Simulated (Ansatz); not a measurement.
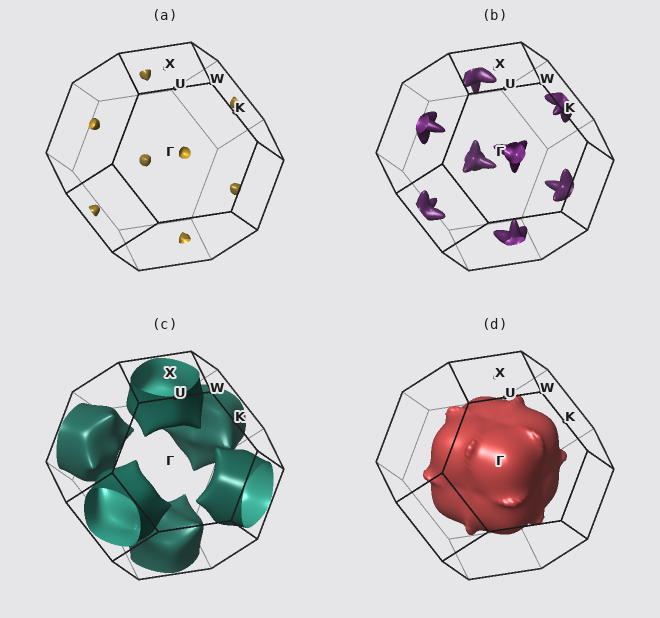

A computed Fermi surface in the first Brillouin zone. Each panel holds one band. The brighter face of a sheet looks towards empty states.

**Which lattice has this zone with these labels?**

Face-centred cubic.

**What do the sheets look like?**

Panel (a): specks under 0.04 % of the zone, which the mesh doesn't resolve and which may come from the interpolation.
Panel (b): four hole pockets centred at L (each 0.24 % of the zone), only 50 meV deep.
Panel (c): three hole pockets centred at X (each 7.5 % of the zone).
Panel (d): one electron pocket centred at Γ (24 % of the zone).
A pocket cut by a face of the zone is counted once with the part on the opposite face.
The shape of the surface of panel (a) changes its kind within 0.03 eV of this level, so small parts may appear, vanish, join or separate.

The surface was computed for CoO (Fm-3m); other compounds with the same structure and electron count can look alike.

These are results of DFT PBE, scalar-relativistic, plane waves, PAW; levels and slopes on a dense k mesh at the converged density in Ansatz 0.2.0, not measurements. Collinear spin polarisation. Mesh 34×34×34, interpolated with the band slopes. The geometry was not relaxed.

No Hubbard term was used, so a compound that is really a magnetic or Mott insulator can come out metallic. The run ends with a net moment of 3.0 μB a cell, the order reached from its starting moments, not necessarily the lowest. Necks and pockets thinner than about two mesh steps aren't resolved, so separate pockets may in truth be joined.
